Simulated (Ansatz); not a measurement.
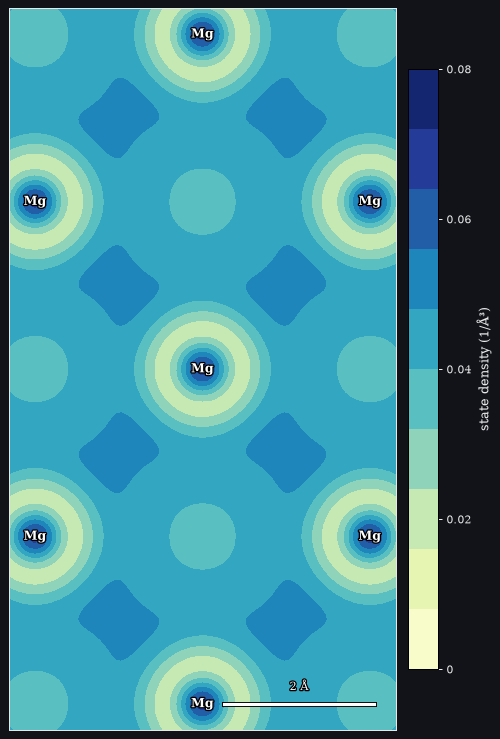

The picture shows: Mg. Density of the Kohn–Sham states from −4.7 to −2.3 eV about the Fermi level (the middle third of the occupied valence band), scaled to one electron a cell: a map on the (001) plane of the conventional cell.

Space group Fm-3m. This isn't the usual form at ambient conditions. The cell comes from a database of computed structures, not from a measurement.

The calculation used DFT PBE, scalar-relativistic, plane waves, PAW (Ansatz 0.2.0).

In a PAW calculation such maps are meaningful between the atoms, not at the nuclei.

```
CELL_PARAMETERS angstrom
4.48851 0.00000 0.00000
0.00000 4.48851 0.00000
0.00000 0.00000 4.48851
ATOMIC_POSITIONS crystal
Mg 0.00000 0.00000 0.00000
Mg 0.50000 0.50000 0.00000
Mg 0.50000 0.00000 0.50000
Mg 0.00000 0.50000 0.50000
```

Question: Which atoms and orbitals make up these states?

Answer: Projected on a minimal set of atomic orbitals (Löwdin), they are Mg 3s (over 95 %).
